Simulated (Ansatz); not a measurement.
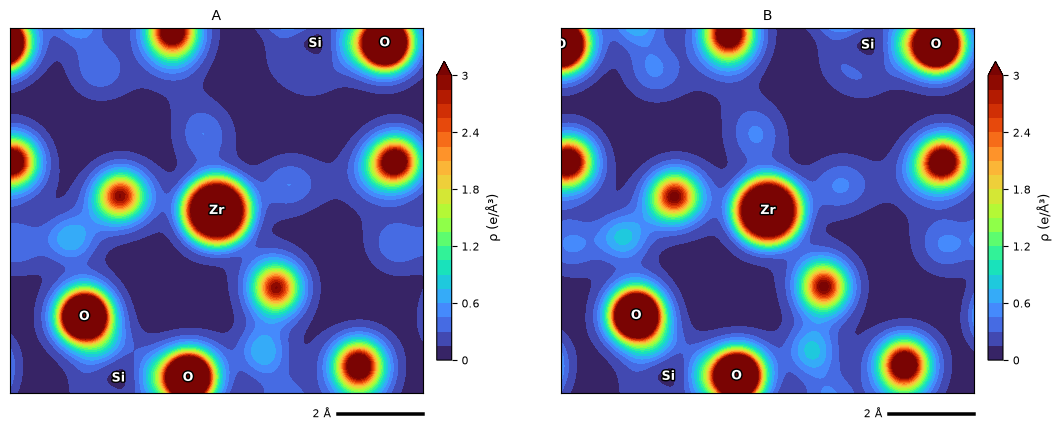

ZrSiO4. The valence charge density (pseudo) of two cells that differ in size and shape, on the (111) plane of each (indices in the axes of the calculation cell), at one length scale and on one colour scale; one has 10.4 and the other 10.9 Å³ an atom.

Method: Ansatz, DFT LDA, scalar-relativistic, plane waves, PAW.

In a PAW calculation such maps are meaningful between the atoms, not at the nuclei.

The larger cell:

```xyz
12
Lattice="-3.2275 3.2275 3.1410 3.2275 -3.2275 3.1410 3.2275 3.2275 -3.1410" Properties=species:S:1:pos:R:3 pbc="T T T"
Zr    0.0000    3.2275    1.5705
Zr    0.0000    0.0000    0.0000
Si    3.2275    0.0000    1.5705
Si    0.0000    0.0000    3.1410
O     3.2275    2.0358   -1.1365
O     4.4191    0.0000    0.4340
O     0.0000    1.1916    2.0045
O     2.0358    0.0000    0.4340
O     3.2275    1.1916    2.7069
O     1.1916    0.0000    4.2774
O     3.2275   -1.1916    2.7069
O     2.0358    3.2275    1.1365
```

The smaller cell: a = 5.457 Å, b = 5.457 Å, c = 5.457 Å, α = 107.80°, β = 107.80°, γ = 112.87°.

Q: Which panel shows the smaller cell, and what does the compression change?

A: Panel B is the smaller cell, by 5 % in volume. From the larger cell to the smaller, Si–O goes from 1.65 to 1.61 Å, and the density at its midpoint from 1.2 to 1.3 e/Å³; the pressure goes from −7 to 6 GPa; the Kohn–Sham gap goes from 4.7 eV to 5.0 eV.

PAW datasets: the set soft_1.
